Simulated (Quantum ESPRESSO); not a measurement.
**Band-structure run, with input and output: Cr (part 3 of 4)**

Continued. System: Cr (2 atoms in the cell). Method: Kohn-Sham DFT of a periodic cell, PBEsol, spin-orbit coupling, PseudoDojo 0.4 FR PBEsol standard (Quantum ESPRESSO 7.5); cutoff 1278.93 eV, 9×9×5 k-mesh, fermi-dirac of 0.05 eV, non-collinear spins. The structure derives from a Materials Project entry.

Geometry of the input (Å; fractional positions):
```
1.1471  -2.4670  0.0000
1.1471  2.4670  0.0000
0.0000  0.0000  4.0643
Cr 0.8705  0.1295  0.7500
Cr 0.1295  0.8705  0.2500
```

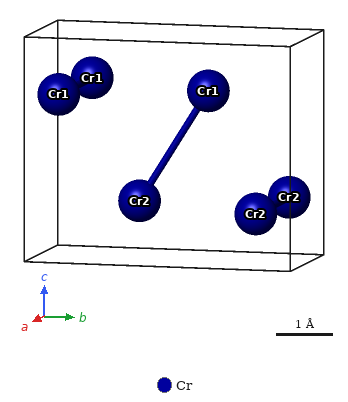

*The structure as given in the input (ball-and-stick view of the cell 2 times as large as that of the calculation, set on its symmetry axes, seen slightly off an axis; atoms are numbered from 1 in the order of the input). An atom can appear more than once, as a periodic image.*

## Output, continued
```
   -51.7065 -51.7065 -51.6554 -51.6554 -24.0497 -24.0497 -23.9938 -23.9938
   -23.1131 -23.1131 -23.0205 -23.0205 -22.7816 -22.7816 -22.6536 -22.6536
    15.3886  15.3886  15.8305  15.8305  17.4446  17.4447  17.7973  17.7973
    18.7840  18.7840  19.1880  19.1881  19.5167  19.5167  20.2953  20.2954
    21.2228  21.2228  21.6636  21.6636  21.7913  21.7913  23.0826  23.0827
    35.0182  35.0183  35.6030  35.6030  36.7249  36.7249  36.7847  36.7847

          k = 0.8202 0.1907 0.0000 (  2378 PWs)   bands (ev):

   -51.6926 -51.6926 -51.5606 -51.5606 -24.1992 -24.1992 -24.1550 -24.1550
   -23.2527 -23.2527 -23.0270 -23.0269 -22.9309 -22.9309 -22.5529 -22.5529
    15.7958  15.7958  15.9210  15.9210  16.2450  16.2450  18.0165  18.0165
    18.3469  18.3469  19.2624  19.2624  19.5042  19.5043  20.9398  20.9398
    21.8807  21.8807  22.3075  22.3075  23.4469  23.4470  28.8950  28.8950
    30.2439  30.2440  31.6338  31.6338  32.9697  32.9697  36.6052  36.6052

          k = 0.8202 0.1907 0.2083 (  2386 PWs)   bands (ev):

   -51.6801 -51.6801 -51.5733 -51.5733 -24.2000 -24.2000 -24.1565 -24.1565
   -23.2379 -23.2379 -23.0779 -23.0779 -22.8680 -22.8680 -22.5778 -22.5778
    15.4647  15.4648  16.1030  16.1030  16.6846  16.6846  17.4220  17.4221
    18.8251  18.8251  19.2899  19.2899  19.9755  19.9755  20.6957  20.6957
    21.5118  21.5118  22.5606  22.5606  23.4205  23.4205  26.9480  26.9481
    30.8299  30.8300  32.5827  32.5828  33.5257  33.5258  36.0692  36.0692

          k = 0.8202 0.1907 0.4166 (  2388 PWs)   bands (ev):

   -51.6472 -51.6472 -51.6064 -51.6064 -24.1922 -24.1922 -24.1680 -24.1680
   -23.2086 -23.2086 -23.1374 -23.1374 -22.7630 -22.7629 -22.6497 -22.6497
    15.4601  15.4602  15.7868  15.7869  17.2530  17.2530  17.4220  17.4220
    18.9201  18.9202  19.5625  19.5625  20.0054  20.0054  20.6351  20.6351
    21.5532  21.5532  22.5169  22.5170  23.6152  23.6152  24.8413  24.8413
    31.4897  31.4897  32.3930  32.3930  34.3716  34.3717  35.9046  35.9046

          k = 1.0252 0.2860 0.0000 (  2379 PWs)   bands (ev):

   -51.6760 -51.6759 -51.5642 -51.5641 -24.1927 -24.1927 -24.1822 -24.1822
   -23.2324 -23.2324 -23.0634 -23.0634 -22.9453 -22.9453 -22.5944 -22.5944
    15.7238  15.7238  15.8594  15.8594  15.9690  15.9690  18.1403  18.1403
    18.9352  18.9352  19.5742  19.5742  19.8788  19.8788  21.2680  21.2680
    21.6584  21.6584  22.3347  22.3348  24.0608  24.0608  27.5706  27.5707
    31.3138  31.3138  31.4844  31.4845  32.3941  32.3941  35.5578  35.5578

          k = 1.0252 0.2860 0.2083 (  2388 PWs)   bands (ev):

   -51.6653 -51.6653 -51.5749 -51.5749 -24.2057 -24.2057 -24.1749 -24.1749
   -23.2314 -23.2314 -23.1177 -23.1177 -22.8724 -22.8724 -22.6076 -22.6076
    15.3616  15.3617  15.9273  15.9274  16.6297  16.6298  17.8085  17.8085
    18.5173  18.5173  19.7699  19.7699  20.5227  20.5228  21.0084  21.0084
    21.5984  21.5985  22.6348  22.6349  23.7872  23.7873  27.1223  27.1223
    30.7355  30.7355  31.4691  31.4692  32.1210  32.1211  36.5301  36.5302

          k = 1.0252 0.2860 0.4166 (  2393 PWs)   bands (ev):

   -51.6374 -51.6374 -51.6029 -51.6029 -24.2063 -24.2063 -24.1838 -24.1838
   -23.2285 -23.2285 -23.1731 -23.1731 -22.7590 -22.7590 -22.6578 -22.6578
    15.3983  15.3984  15.7489  15.7489  17.1209  17.1210  17.4648  17.4649
    18.7393  18.7393  19.6780  19.6780  20.6787  20.6787  21.1619  21.1620
    21.5867  21.5867  22.3590  22.3590  24.3308  24.3309  25.8491  25.8492
    30.4288  30.4289  30.7185  30.7185  33.1009  33.1010  34.7622  34.7622

          k =-0.6151-0.4767 0.0000 (  2380 PWs)   bands (ev):

   -51.7249 -51.7249 -51.6032 -51.6032 -24.1015 -24.1015 -24.0101 -24.0101
   -23.1439 -23.1439 -23.0001 -23.0001 -22.9827 -22.9827 -22.6039 -22.6039
    15.4496  15.4496  16.1537  16.1538  16.1758  16.1759  18.2337  18.2337
    18.6061  18.6061  19.7614  19.7614  19.8370  19.8371  21.0620  21.0620
    21.4513  21.4514  21.5808  21.5808  22.1899  22.1900  29.4112  29.4112
    29.7887  29.7887  31.3388  31.3389  32.2631  32.2631  37.2444  37.2445

          k =-0.6151-0.4767 0.2083 (  2379 PWs)   bands (ev):

   -51.7133 -51.7133 -51.6149 -51.6149 -24.1006 -24.1005 -24.0186 -24.0186
   -23.1557 -23.1557 -23.0526 -23.0526 -22.8987 -22.8987 -22.6152 -22.6152
    15.3954  15.3954  16.1059  16.1059  16.5803  16.5804  18.0976  18.0976
    18.3740  18.3740  19.7305  19.7306  20.2212  20.2212  21.0142  21.0142
    21.3601  21.3601  21.6602  21.6603  22.1774  22.1775  26.8459  26.8459
    31.4886  31.4886  31.9484  31.9484  33.2260  33.2260  36.2884  36.2885

          k =-0.6151-0.4767 0.4166 (  2399 PWs)   bands (ev):

   -51.6830 -51.6830 -51.6454 -51.6454 -24.0847 -24.0847 -24.0474 -24.0474
   -23.1595 -23.1595 -23.1054 -23.1054 -22.7761 -22.7761 -22.6673 -22.6673
    15.5595  15.5595  15.9435  15.9435  17.0076  17.0077  17.5468  17.5468
    18.8510  18.8511  19.7567  19.7567  20.2489  20.2489  20.7496  20.7497
    21.3918  21.3919  21.5381  21.5381  22.9162  22.9163  24.5484  24.5484
    32.3636  32.3637  33.1743  33.1744  33.4584  33.4584  34.7334  34.7334

          k =-0.4101-0.3813 0.0000 (  2384 PWs)   bands (ev):

   -51.8135 -51.8135 -51.6610 -51.6610 -24.0377 -24.0376 -23.7801 -23.7801
   -23.0888 -23.0888 -22.8777 -22.8776 -22.8078 -22.8078 -22.5741 -22.5740
    14.2998  14.2998  16.3878  16.3878  17.0884  17.0884  17.7618  17.7618
    18.3321  18.3322  19.4189  19.4189  19.8853  19.8854  20.2947  20.2947
    20.6729  20.6729  21.2912  21.2913  21.6328  21.6328  27.3995  27.3995
    29.4959  29.4960  32.3423  32.3424  35.1592  35.1593  38.0700  38.0700

          k =-0.4101-0.3813 0.2083 (  2390 PWs)   bands (ev):

   -51.7991 -51.7991 -51.6757 -51.6757 -24.0185 -24.0185 -23.8072 -23.8072
   -23.0618 -23.0618 -22.8620 -22.8620 -22.8283 -22.8283 -22.5892 -22.5892
    14.5579  14.5579  16.4618  16.4619  16.9404  16.9405  17.8364  17.8364
    18.3486  18.3486  19.3222  19.3223  19.7838  19.7838  20.1658  20.1658
    20.9249  20.9249  21.1450  21.1451  21.6680  21.6680  25.4156  25.4156
    31.9317  31.9318  32.9063  32.9063  35.5039  35.5039  36.9150  36.9150

          k =-0.4101-0.3813 0.4166 (  2383 PWs)   bands (ev):

   -51.7611 -51.7611 -51.7140 -51.7140 -23.9608 -23.9607 -23.8781 -23.8781
   -23.0025 -23.0025 -22.9235 -22.9235 -22.7530 -22.7530 -22.6503 -22.6503
    15.2419  15.2419  16.0631  16.0631  17.1476  17.1476  17.6947  17.6948
    18.4375  18.4375  18.8860  18.8860  19.8498  19.8498  20.1799  20.1799
    20.9892  20.9892  21.2068  21.2068  22.0167  22.0167  23.2999  23.2999
    33.7240  33.7240  35.1973  35.1973  35.7893  35.7894  36.6923  36.6924

          k =-0.2050-0.2860 0.0000 (  2391 PWs)   bands (ev):

   -51.8973 -51.8972 -51.7129 -51.7129 -24.0425 -24.0424 -23.6213 -23.6212
   -23.1123 -23.1123 -22.6412 -22.6412 -22.6014 -22.6014 -22.4705 -22.4705
    12.8630  12.8631  15.9811  15.9811  17.2622  17.2622  18.2025  18.2025
    18.3694  18.3695  18.4119  18.4120  19.9916  19.9916  20.6847  20.6847
    20.8333  20.8333  20.8788  20.8788  21.7385  21.7385  25.1021  25.1021
    29.3356  29.3356  33.0264  33.0264  38.6915  38.6915  39.5240  39.5241

          k =-0.2050-0.2860 0.2083 (  2386 PWs)   bands (ev):

   -51.8798 -51.8798 -51.7307 -51.7307 -24.0028 -24.0027 -23.6615 -23.6615
   -23.0642 -23.0642 -22.6778 -22.6778 -22.6030 -22.6029 -22.4832 -22.4832
    13.2330  13.2330  16.0366  16.0366  17.3669  17.3670  17.6382  17.6383
    18.2781  18.2782  18.5908  18.5908  20.0363  20.0363  20.3088  20.3088
    20.6683  20.6683  21.1677  21.1677  21.8005  21.8005  23.9083  23.9083
    31.2649  31.2649  33.5658  33.5659  37.6029  37.6030  40.0275  40.0276

          k =-0.2050-0.2860 0.4166 (  2390 PWs)   bands (ev):

   -51.8341 -51.8341 -51.7771 -51.7771 -23.8978 -23.8978 -23.7671 -23.7671
   -22.9423 -22.9423 -22.7958 -22.7958 -22.5715 -22.5715 -22.5231 -22.5231
    14.2476  14.2477  15.5205  15.5206  17.3445  17.3445  17.6331  17.6331
    17.9367  17.9368  18.2929  18.2929  20.0736  20.0736  20.2215  20.2215
    20.7324  20.7324  21.4173  21.4173  21.8538  21.8538  22.3748  22.3749
    34.3264  34.3265  35.3425  35.3426  36.0825  36.0826  38.9847  38.9847

          k =-0.0000-0.1907 0.0000 (  2397 PWs)   bands (ev):

   -51.9388 -51.9388 -51.7340 -51.7340 -24.0632 -24.0631 -23.5487 -23.5487
   -23.1079 -23.1079 -22.5645 -22.5645 -22.4907 -22.4907 -22.3701 -22.3701
    12.0500  12.0501  15.4664  15.4664  17.1762  17.1763  17.7589  17.7589
    18.5531  18.5532  19.6073  19.6073  19.9246  19.9247  20.7212  20.7212
    20.8555  20.8555  20.9875  20.9875  21.7737  21.7738  23.4849  23.4849
    29.3516  29.3517  33.9436  33.9436  39.3676  39.3676  41.5243  41.5243

          k =-0.0000-0.1907 0.2083 (  2393 PWs)   bands (ev):

   -51.9195 -51.9195 -51.7538 -51.7538 -24.0084 -24.0084 -23.5922 -23.5922
   -23.0604 -23.0604 -22.6189 -22.6188 -22.4831 -22.4831 -22.3875 -22.3875
    12.4607  12.4608  15.4622  15.4622  17.2570  17.2570  17.6241  17.6241
    18.6007  18.6007  19.0004  19.0004  19.8489  19.8489  20.4339  20.4339
    20.6490  20.6491  21.3813  21.3814  21.9137  21.9137  22.7144  22.7144
    31.0214  31.0215  34.5259  34.5259  38.5545  38.5545  41.7411  41.7411

          k =-0.0000-0.1907 0.4166 (  2380 PWs)   bands (ev):

   -51.8687 -51.8687 -51.8054 -51.8054 -23.8702 -23.8702 -23.7112 -23.7112
   -22.9322 -22.9322 -22.7629 -22.7629 -22.4592 -22.4591 -22.4237 -22.4237
    13.5775  13.5776  14.9094  14.9094  17.4786  17.4786  17.5187  17.5187
    18.0248  18.0249  18.3638  18.3638  20.2645  20.2645  20.3370  20.3370
    20.3716  20.3716  21.4455  21.4455  21.8102  21.8102  22.0034  22.0034
    34.3306  34.3306  35.9855  35.9855  37.0579  37.0580  38.8018  38.8019

          k = 0.8202 0.0000 0.0000 (  2375 PWs)   bands (ev):

   -51.6956 -51.6955 -51.5601 -51.5601 -24.1984 -24.1984 -24.1465 -24.1465
   -23.2574 -23.2573 -23.0239 -23.0239 -22.9260 -22.9260 -22.5492 -22.5492
    15.8600  15.8600  16.3530  16.3531  16.8806  16.8806  16.9216  16.9216
    18.3449  18.3450  18.7734  18.7734  19.4148  19.4148  20.7789  20.7789
    21.9545  21.9545  22.6049  22.6049  23.3987  23.3987  29.9213  29.9213
    30.1584  30.1584  31.5254  31.5255  31.9690  31.9690  37.4132  37.4133

          k = 0.8202 0.0000 0.2083 (  2384 PWs)   bands (ev):

   -51.6827 -51.6827 -51.5731 -51.5731 -24.1949 -24.1949 -24.1511 -24.1511
   -23.2420 -23.2420 -23.0726 -23.0726 -22.8663 -22.8663 -22.5752 -22.5752
    15.8171  15.8171  16.2953  16.2954  16.7929  16.7929  17.0280  17.0280
    18.9013  18.9013  18.9438  18.9438  19.3896  19.3897  20.6161  20.6161
    21.4687  21.4687  22.6316  22.6316  23.7236  23.7237  27.1068  27.1068
    31.7884  31.7884  31.9583  31.9583  33.3561  33.3561  36.4358  36.6969

          k = 0.8202 0.0000 0.4166 (  2379 PWs)   bands (ev):

   -51.6490 -51.6490 -51.6071 -51.6071 -24.1861 -24.1861 -24.1609 -24.1609
   -23.2149 -23.2149 -23.1284 -23.1284 -22.7655 -22.7655 -22.6474 -22.6474
    15.7429  15.7429  15.8705  15.8705  17.4139  17.4139  17.4761  17.4761
    18.8238  18.8239  18.8281  18.8281  19.6427  19.6427  20.4245  20.4245
    21.6139  21.6140  22.5781  22.5782  24.0220  24.0220  24.8371  24.8371
    32.5538  32.5538  32.8415  32.8415  33.9078  33.9078  34.6732  34.6732

          k = 1.0252 0.0953 0.0000 (  2394 PWs)   bands (ev):

   -51.6698 -51.6697 -51.5658 -51.5658 -24.1918 -24.1918 -24.1783 -24.1783
   -23.2280 -23.2280 -23.0861 -23.0861 -22.9416 -22.9416 -22.6189 -22.6189
    15.8079  15.8079  16.2415  16.2415  16.4557  16.4557  17.9883  17.9884
    18.0637  18.0637  19.4158  19.4158  19.6595  19.6595  21.0130  21.0130
    21.6732  21.6733  22.7306  22.7306  25.1591  25.1591  27.8013  27.8013
    29.5564  29.5564  32.3806  32.3807  32.6549  32.6549  35.7122  35.7123

          k = 1.0252 0.0953 0.2083 (  2393 PWs)   bands (ev):

   -51.6599 -51.6598 -51.5758 -51.5757 -24.1963 -24.1963 -24.1793 -24.1793
   -23.2370 -23.2369 -23.1368 -23.1368 -22.8690 -22.8690 -22.6253 -22.6253
    15.7349  15.7349  16.3146  16.3147  16.7637  16.7637  17.2494  17.2494
    18.6886  18.6886  19.4646  19.4646  19.7966  19.7967  20.6569  20.6569
    21.5759  21.5759  22.7562  22.7563  25.5295  25.5295  27.5537  27.5538
    29.6284  29.6284  31.4001  31.4002  32.2295  32.2296  34.7998  34.7998

          k = 1.0252 0.0953 0.4166 (  2402 PWs)   bands (ev):

   -51.6339 -51.6339 -51.6018 -51.6018 -24.2039 -24.2039 -24.1800 -24.1800
   -23.2583 -23.2583 -23.1805 -23.1805 -22.7599 -22.7599 -22.6592 -22.6592
    15.7572  15.7572  16.0299  16.0299  17.2889  17.2889  17.7086  17.7087
    18.1823  18.1824  18.8923  18.8923  20.2769  20.2770  20.7097  20.7098
    21.6860  21.6860  22.4756  22.4756  26.1708  26.1708  26.9045  26.9046
    29.9449  29.9449  30.6385  30.6385  31.7504  31.7504  32.9031  32.9031

          k = 1.2302 0.1907 0.0000 (  2391 PWs)   bands (ev):

   -51.7003 -51.7003 -51.6102 -51.6102 -24.0879 -24.0879 -24.0414 -24.0414
   -23.1223 -23.1223 -23.0567 -23.0567 -22.9840 -22.9839 -22.6769 -22.6769
    16.0507  16.0508  16.1791  16.1791  16.3624  16.3624  17.9452  17.9453
    18.3104  18.3104  19.4749  19.4749  20.0797  20.0797  21.0860  21.0860
    21.5364  21.5364  21.6909  21.6909  23.7177  23.7177  28.4746  28.4747
    29.5602  29.5603  31.6060  31.6060  32.4113  32.4114  36.0936  36.0937

          k = 1.2302 0.1907 0.2083 (  2386 PWs)   bands (ev):

   -51.6917 -51.6917 -51.6188 -51.6188 -24.0938 -24.0938 -24.0489 -24.0489
   -23.1702 -23.1702 -23.0966 -23.0966 -22.8904 -22.8904 -22.6669 -22.6669
    15.9076  15.9076  16.3818  16.3818  16.5866  16.5866  17.7163  17.7164
    18.2305  18.2305  19.5501  19.5501  20.0813  20.0813  20.8211  20.8212
    21.6423  21.6423  21.7515  21.7515  23.9566  23.9566  28.1937  28.1938
    29.0359  29.0360  31.1507  31.1507  33.6388  33.6388  34.2178  34.2178

          k = 1.2302 0.1907 0.4166 (  2400 PWs)   bands (ev):

   -51.6692 -51.6692 -51.6414 -51.6413 -24.0982 -24.0982 -24.0662 -24.0662
   -23.2175 -23.2175 -23.1347 -23.1347 -22.7709 -22.7709 -22.6753 -22.6753
    16.0083  16.0084  16.3205  16.3205  16.9430  16.9430  17.5145  17.5146
    18.2687  18.2687  19.1152  19.1152  20.3218  20.3218  20.5949  20.5949
    21.7163  21.7163  21.7901  21.7901  24.7693  24.7694  26.2656  26.2657
    30.1363  30.1363  31.3410  31.3410  32.4354  32.4354  33.0220  33.0220

          k =-0.4101-0.5720 0.0000 (  2390 PWs)   bands (ev):

   -51.7757 -51.7756 -51.6685 -51.6685 -24.0155 -24.0154 -23.8554 -23.8554
   -23.0634 -23.0634 -22.9249 -22.9249 -22.8634 -22.8634 -22.6634 -22.6633
    15.3774  15.3774  16.6219  16.6220  16.8401  16.8401  17.4332  17.4332
    17.9584  17.9585  19.3759  19.3759  19.8711  19.8712  20.4415  20.4415
    21.2938  21.2938  21.6458  21.6458  22.3603  22.3603  28.5949  28.5949
    29.3503  29.3504  30.4945  30.4945  33.9222  33.9223  36.0745  36.0746

          k =-0.4101-0.5720 0.2083 (  2385 PWs)   bands (ev):

   -51.7654 -51.7654 -51.6788 -51.6787 -24.0157 -24.0156 -23.8823 -23.8823
   -23.0681 -23.0681 -22.9190 -22.9190 -22.8522 -22.8522 -22.6463 -22.6462
    15.5033  15.5034  16.6089  16.6089  16.8349  16.8349  17.5845  17.5845
    17.9150  17.9151  19.1424  19.1424  19.8529  19.8529  20.4932  20.4932
    21.4510  21.4510  21.5172  21.5172  22.4538  22.4538  26.5981  26.5982
    29.6339  29.6340  33.0703  33.0704  34.0787  34.0787  34.5949  34.5950

          k =-0.4101-0.5720 0.4166 (  2395 PWs)   bands (ev):

   -51.7387 -51.7387 -51.7056 -51.7056 -23.9983 -23.9983 -23.9426 -23.9426
   -23.0613 -23.0613 -22.9716 -22.9716 -22.7518 -22.7518 -22.6539 -22.6539
    15.8621  15.8621  16.3260  16.3260  17.0793  17.0794  17.4831  17.4831
    18.1072  18.1073  18.6346  18.6346  19.9875  19.9875  20.3964  20.3964
    21.6141  21.6141  21.6778  21.6779  22.8791  22.8791  24.3337  24.3337
    30.7612  30.7612  32.3285  32.3285  35.2975  35.2975  36.3394  36.3394

          k =-0.2050-0.4767 0.0000 (  2401 PWs)   bands (ev):

   -51.8564 -51.8563 -51.7169 -51.7169 -24.0121 -24.0120 -23.7223 -23.7223
   -23.1274 -23.1273 -22.7500 -22.7500 -22.6356 -22.6356 -22.5127 -22.5127
    14.0512  14.0512  16.5697  16.5697  16.8386  16.8386  17.6221  17.6221
    18.0505  18.0506  18.1733  18.1733  20.3780  20.3781  20.4908  20.4908
    21.2198  21.2198  21.5543  21.5543  21.9333  21.9333  27.1420  27.1421
    28.8361  28.8361  30.3875  30.3875  36.4968  36.4968  37.8334  37.8334

          k =-0.2050-0.4767 0.2083 (  2392 PWs)   bands (ev):
```
